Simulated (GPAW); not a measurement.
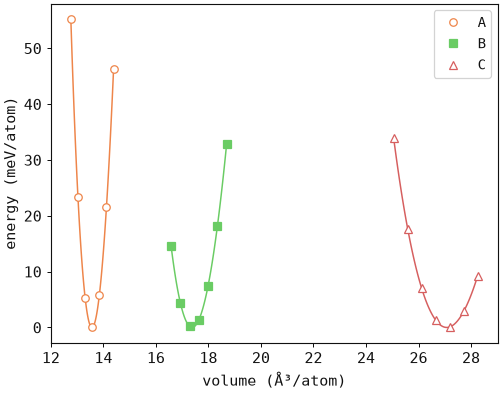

The picture above shows the energy against volume, with one curve for each element, for Ru, Sb and Ti (all in space group P6_3/mmc (No. 194)). The labels are replaced by letters.

How it was computed, with GPAW 26.7.0: PAW DFT in plane waves, on a grid or in atomic orbitals, no spin polarisation; energies at scaled volumes of the given cell, shape and fractions fixed, counted from the fit's minimum, third-order Birch-Murnaghan fit. Level: r2SCAN.

- occupations: Fermi–Dirac
- smearing width: 0.05 eV
- potentials: GPAW PAW data sets (gpaw data 1.2.1)
- wave cutoff: 600 eV

### Which letter stands for which compound?

A: Ru; B: Ti; C: Sb.

Caveats: the fit and the printed pressures don't fully agree, or the minimum lies near the end of the range; shape and atomic fractions are frozen while scaling, which makes layered, chain and framework solids too stiff.
